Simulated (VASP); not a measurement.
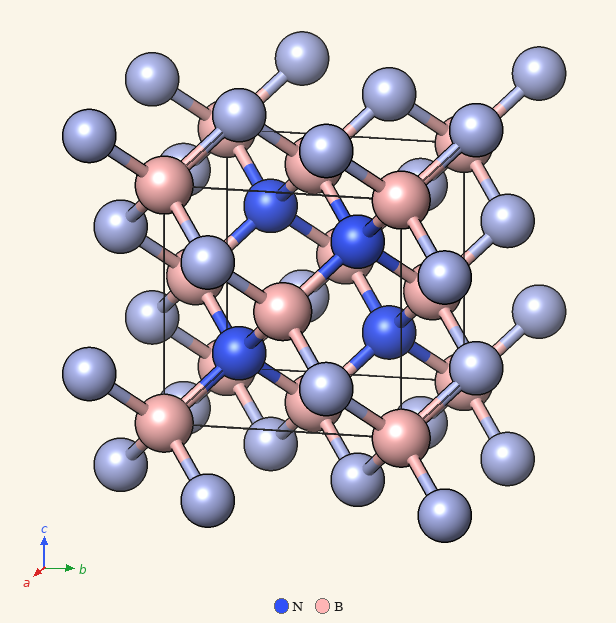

BN, zinc blende type, space group F-43m (No. 216), a = 3.626 Å, b = 3.626 Å, c = 3.626 Å, α = 90.00°, β = 90.00°, γ = 90.00°. Drawn in the ball-and-stick manner and seen slightly off an axis. Thin lines show the conventional unit cell, with boundary atoms drawn in all their periodic places. Neighbours across the faces are drawn wherever a bond reaches them, in fainter colours. This one geometry was run with eight functionals. The cell is a structure listed in the Materials Project.

Alike in all runs: VASP 6.6.1; VASP's PAW PBE potentials, release 64 (N, B); cutoff 520 eV; k mesh 13 × 13 × 13 on the run's cell of 2 atoms; occupations fermi-dirac, width 0.05 eV; no spin polarisation; no spin-orbit coupling.

| level | pressure (GPa) | gap (eV) |
| --- | --- | --- |
| LAK | 0.1 | 5.48 |
| rSCAN | -6.8 | 5.00 |
| SCAN | -6.1 | 4.95 |
| TPSS | ? | ? |
| MS2 | -6.9 | 4.92 |
| r2SCAN | -4.1 | 4.96 |
| revTPSS | -2.2 | 4.31 |
| revPBE | 4.3 | 4.47 |

Q: Fill in the row of TPSS.

A: Pressure -0.2 GPa; gap 4.45 eV. That is between revTPSS and LAK in pressure.

Q: Order the levels by the equilibrium volume that these pressures point to, smallest first.

A: MS2 (-6.9 GPa), rSCAN (-6.8 GPa), SCAN (-6.1 GPa), r2SCAN (-4.1 GPa), revTPSS (-2.2 GPa), TPSS (-0.2 GPa), LAK (0.1 GPa), revPBE (4.3 GPa). A higher pressure at one volume points to a larger equilibrium volume, as long as the bulk moduli are alike; rows a few tenths of a GPa apart can't be told apart.

Gaps are the least found on the k-mesh or band path.

Caveat: rows whose functional differs from that of their potentials carry a shift in pressure and volume, which can reorder them.
